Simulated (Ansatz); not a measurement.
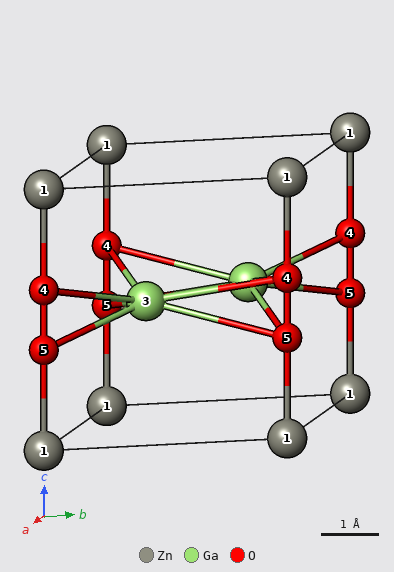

This is the input geometry for a relaxation of crystalline ZnGa$_{2}$O$_{2}$ (a generated structure, set up in P6/mmm) (coarse preliminary run). The picture is a ball-and-stick view of the cell of the calculation, seen slightly off an axis.

Level of theory: DFT PBE, scalar-relativistic, plane waves, PAW (Ansatz).

Input file:
```yaml
crystal:
  lattice:
    - [4.45392433, 0.0, 0.0]
    - [-2.22696217, 3.85721162, 0.0]
    - [0.0, 0.0, 4.68152913]
  atoms:
    - { symbol: Zn, position: [0.0, 0.0, 0.0] }
    - { symbol: Ga, position: [0.33333333, 0.66666667, 0.5] }
    - { symbol: Ga, position: [0.66666667, 0.33333333, 0.5] }
    - { symbol: O, position: [0.0, 0.0, 0.61458858] }
    - { symbol: O, position: [0.0, 0.0, 0.38541142] }
basis:
  ecutwfc: 420
kpoints:
  mp_grid: { grid: [6, 6, 4] }
hamiltonian:
  xc: pbe
scf:
  occupations: { method: gaussian, width: 0.1 }
  lower_state_search: "off"
output:
  forces: true
  stress: true
  eigenvalues: true
relax:
  adjacent_minimum: "off"
  f_tol: 0.04
  max_steps: 70
  cell: { stress_tol: 0.4 }
```

Run as
```bash
ansatz run input.yaml --threads 1 --pin off --max-ram 2560MiB --backend cpu --events-out ev --progress --plain --runs-dir out
```

**Predict the outcome.**

The largest moves relative to the cell, 0.63 Å, are those of O4 and O5. O4 goes along +c. Ga and Zn stay in place. Cell: a = b 4.454 → 4.289 Å (−3.7 %), c 4.682 → 6.224 Å (+32.9 %). Volume +23.3 %. Near-neighbour distances that change, for instance: O4–O5 1.073 → 2.686 Å, Ga2–O4 2.627 → 2.817 Å, Ga2–Ga3 2.571 → 2.476 Å, Zn1–O4 1.804 → 1.769 Å. Bonds break: O4–O5 (1.07 → 2.69 Å). The space group stays P6/mmm (No. 191). After 11 accepted moves (13 points after the start) the energy has fallen by 1542 meV per atom. Largest force component: 25 eV/Å at the start, 0.0019 eV/Å at the end. Pressure: 32.70 GPa at the start and 0.06 GPa at the end. At 2 points the geometry stayed and the basis and grid were re-selected for the new cell (energy shift of 68.3 meV per atom at most each time). Cost: 54 s on 1 thread of Intel(R) Xeon(R) Processor @ 2.70GHz, on a shared host, peak memory 0.43 GiB.

The structure at the end:

```xyz
5
Lattice="4.2887 0.0000 0.0000 -2.1443 3.7141 0.0000 0.0000 0.0000 6.2240" Properties=species:S:1:pos:R:3 pbc="T T T"
Zn   -2.1443    3.7141    0.0000
Ga    0.0000    2.4761    3.1120
Ga    2.1443    1.2380    3.1120
O    -2.1443    3.7141    4.4550
O    -2.1443    3.7141    1.7689
```

The end point in the same view:

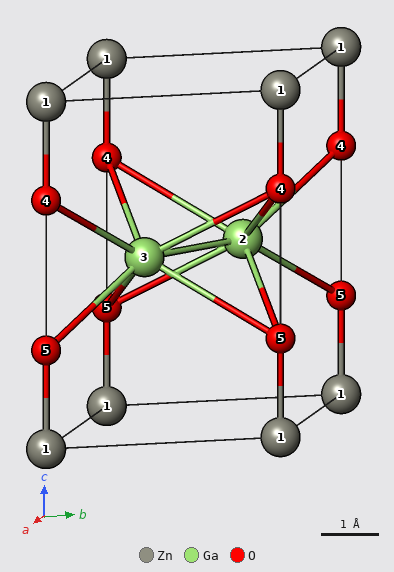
